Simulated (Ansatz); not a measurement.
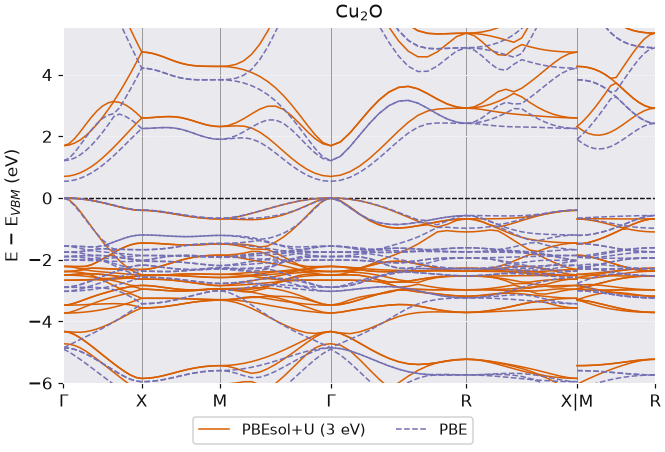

Band structures of Cu2O, space group Pn-3m (No. 224), 6 atoms in the cell (cubic a = 4.260 Å), by two methods on the same cell. Each is counted from its own valence-band top.

Question: How do the methods compare?

Answer: PBEsol+U (3 eV) gives a gap of 0.70 eV along the path and PBE gives a gap of 0.54 eV along the path. Over the top 3 filled bands the two differ by 0.08 eV on average.

Settings. PBEsol+U (3 eV): Cu d U = 3 eV, Ansatz PAW, no spin polarisation, no spin-orbit coupling, 6×6×6 k mesh, 420 eV cutoff, Fermi-Dirac smearing of 0.05 eV (Ansatz). PBE: Ansatz PAW earlier set, no spin polarisation, no spin-orbit coupling, 6×6×6 k mesh, 1050 eV cutoff, Fermi-Dirac smearing of 0.05 eV (Ansatz 0.2.0).

PBEsol+U (3 eV): the PAW data sets were made with another functional. LDA, GGA and most meta-GGA functionals understate gaps.
